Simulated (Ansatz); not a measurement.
CsSnI3: several calculations on one system

**1. Relaxation**

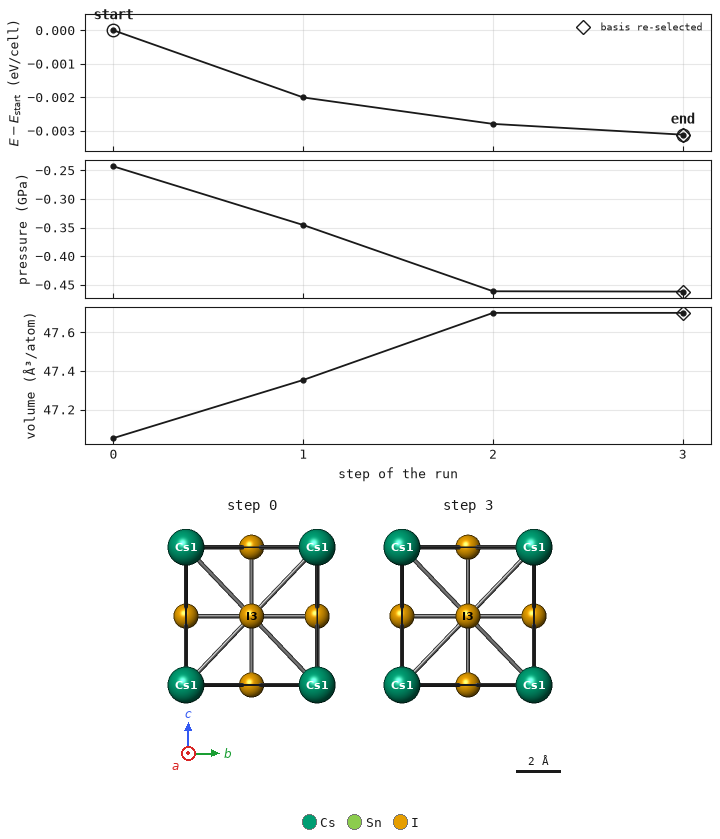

First and last geometry of a relaxation of crystalline CsSnI3 (set up in P4/mmm), with the history of the run. Style: ball-and-stick. Shown: the cell of the calculation, along the a axis.

Case: uniaxial strain along c of +4.0 %; a, b and atoms relaxed.

All numbers below come from DFT PBEsol, scalar-relativistic, plane waves, PAW in Ansatz. (plane-wave cutoff 420 eV; k-point mesh 6 × 6 × 6; occupations gaussian; smearing width 0.01 eV; no spin polarisation; cell relaxed at fixed c, angles; force threshold 0.008 eV/Å; at most 40 steps)

Question: Did the run converge, and what did it change?

Answer: It converged. The atoms keep their places relative to the cell (all moves are under 0.005 Å). Cell: a = b 6.073 → 6.114 Å (+0.7 %), c unchanged at 6.379 Å. Volume +1.4 %. Among the contacts that change: Cs–I 4.294 → 4.324 Å, I–Sn 3.036 → 3.057 Å, Cs–I 4.404 → 4.418 Å. The space group stays P4/mmm (No. 123). The energy falls by 3.1 meV per cell of the calculation in 2 accepted moves (3 points after the start). All forces vanish by symmetry, so only the cell relaxes. The pressure goes from −0.24 to −0.46 GPa. The SCF was repeated once at an unchanged geometry on a basis and grid sized afresh for the cell, which shifted the energy by 0.3 meV per cell of the calculation at most. Cost: 71 s on 1 thread of Intel(R) Xeon(R) Platinum 8488C (Sapphire Rapids) (shared host), peak memory 0.74 GiB.

**2. Relaxation**

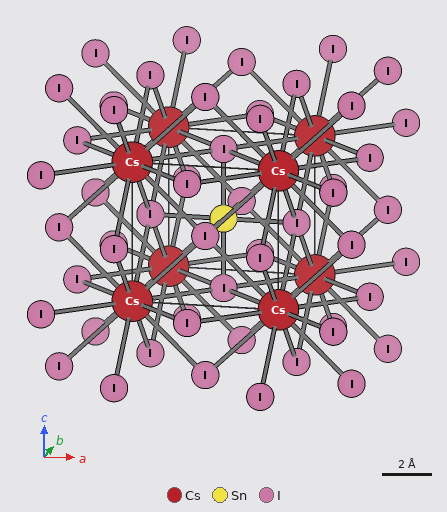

Crystalline CsSnI₃ (set up in P4/mmm), before the relaxation. The picture is a ball-and-stick view of the cell of the calculation, seen slightly off an axis.

Case: uniaxial strain along c of -4.0 %; a, b and atoms relaxed.

Computed with Ansatz, DFT PBEsol, scalar-relativistic, plane waves, PAW.

The input:
```yaml
crystal:
  lattice:
    - [6.1954120886, 0.0, 0.0]
    - [0.0, 6.1954120886, 0.0]
    - [0.0, 0.0, 5.8887085198]
  atoms:
    - { symbol: Cs, position: [0.0, 0.0, 0.0] }
    - { symbol: Sn, position: [0.5, 0.5, 0.5] }
    - { symbol: I, position: [0.0, 0.5, 0.5] }
    - { symbol: I, position: [0.5, 0.0, 0.5] }
    - { symbol: I, position: [0.5, 0.5, 0.0] }
basis:
  ecutwfc: 420
kpoints:
  mp_grid: { grid: [6, 6, 6] }
hamiltonian:
  xc: pbesol
scf:
  occupations: { method: gaussian, width: 0.01 }
output:
  forces: true
  stress: true
  eigenvalues: true
relax:
  adjacent_minimum: "off"
  f_tol: 0.008
  max_steps: 40
  cell: { stress_tol: 0.015, fix: [c, angles] }
```

Launched with:
```bash
ansatz run input.yaml --threads 1 --pin off --max-ram 2560MiB --backend cpu --events-out ev --progress --plain --runs-dir out
```

> Predict the outcome.

Over 2 accepted moves (3 points after the start) the energy falls by 2.3 meV per cell of the calculation. All forces vanish by symmetry, so only the cell relaxes. Pressure: 0.52 GPa at the start and 0.73 GPa at the end. The SCF was repeated once at an unchanged geometry on a basis and grid sized afresh for the cell, which shifted the energy by 0.3 meV per cell of the calculation at most. The atoms keep their places relative to the cell (all moves are under 0.005 Å). Cell: a = b 6.195 → 6.159 Å (−0.6 %), c unchanged at 5.889 Å. Volume −1.2 %. Among the contacts that change: Cs1–I5 4.381 → 4.355 Å, Sn2–I3 3.098 → 3.080 Å, Cs1–I3 4.274 → 4.261 Å. The space group stays P4/mmm (No. 123). Cost: 64 s on 1 thread of Intel(R) Xeon(R) Platinum 8488C (Sapphire Rapids), with other jobs on the host, peak memory 0.72 GiB.

**3. Series**

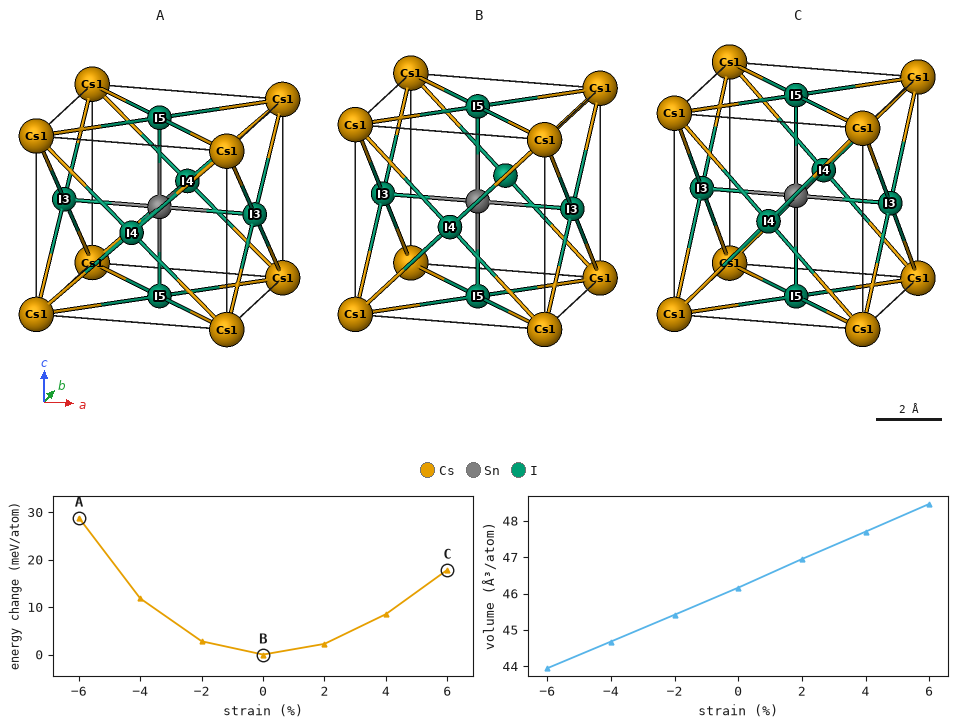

Members of a series of calculations on crystalline CsSnI$_{3}$ (set up in Pm-3m), marked on the first curve. Style: ball-and-stick. Shown: the cell of the calculation, slightly off an axis.

Computed with DFT PBEsol, scalar-relativistic, plane waves, PAW in Ansatz 0.2.0. Settings: plane-wave cutoff 420 eV; k-point mesh 6 × 6 × 6; occupations gaussian; smearing width 0.01 eV; no spin polarisation.

Which kind of strain is it, and how does the structure respond?

Uniaxial strain along c; a, b and atoms relaxed. A (strain −6.0 %): energy change 28.9 meV/atom, volume 43.94 Å³ per atom. B (strain 0.0 %): energy change 0.0 meV/atom, volume 46.16 Å³ per atom. C (strain 6.0 %): energy change 17.9 meV/atom, volume 48.46 Å³ per atom. The rest compares A with C. The volume changes by +10.3 %, with a = b 6.173 → 6.105 Å (−1.1 %), c 5.766 → 6.502 Å (+12.8 %). Near-neighbour distances before and after: I–Sn 2.883 → 3.251 Å, Cs–I 4.224 → 4.459 Å, Cs–I 4.365 → 4.317 Å.
